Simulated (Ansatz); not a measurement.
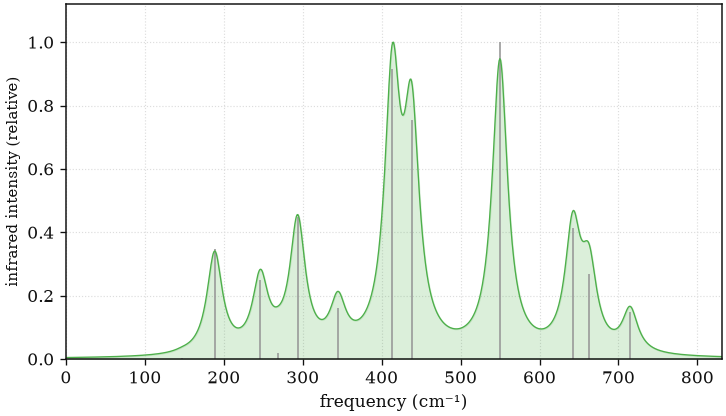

Plotted: infrared spectrum of the zone-centre phonons for Ga₂O₃, space group C2/m (No. 12). Lines are broadened by Lorentzians of 24 cm⁻¹ full width; the spectrum is scaled to its strongest line. These are zero-field (TO) frequencies; inactive modes don't show.

Starting cell:
```cif
data_structure
_symmetry_space_group_name_H-M 'P 1'
_symmetry_Int_Tables_number 1
_cell_length_a 6.3254
_cell_length_b 6.3254
_cell_length_c 5.8108
_cell_angle_alpha 103.312
_cell_angle_beta 103.312
_cell_angle_gamma 27.878
_cell_volume 105.61
loop_
_atom_site_label
_atom_site_type_symbol
_atom_site_fract_x
_atom_site_fract_y
_atom_site_fract_z
_atom_site_occupancy
Ga1 Ga 0.34123 0.34123 0.68556 1
Ga2 Ga 0.65877 0.65877 0.31444 1
Ga3 Ga 0.90954 0.90954 0.20477 1
Ga4 Ga 0.09046 0.09046 0.79523 1
O1 O 0.50371 0.50371 0.74399 1
O2 O 0.49629 0.49629 0.25601 1
O3 O 0.82675 0.82675 0.43721 1
O4 O 0.17325 0.17325 0.56279 1
O5 O 0.16523 0.16523 0.10950 1
O6 O 0.83477 0.83477 0.89050 1
```

Calculation (Ansatz 0.2.0): perturbation theory at the zone centre of a relaxed insulator, optical modes (intensities summed over a level), dielectric tensors and Born charges, a negative frequency is imaginary, spin-unpolarised plane waves. Level: PBEsol.

```tsv
setting	value
periodic directions	3
potentials	PAW
wave cutoff	420 eV
k mesh	6×6×4
```

Which are the strongest infrared lines?

The strongest infrared line is at 549.8 cm⁻¹, followed by 413.6 (91 % of it), 437.8 (75 % of it) and 293.5 (45 % of it).

Keep in mind: field response not settled on the k mesh.
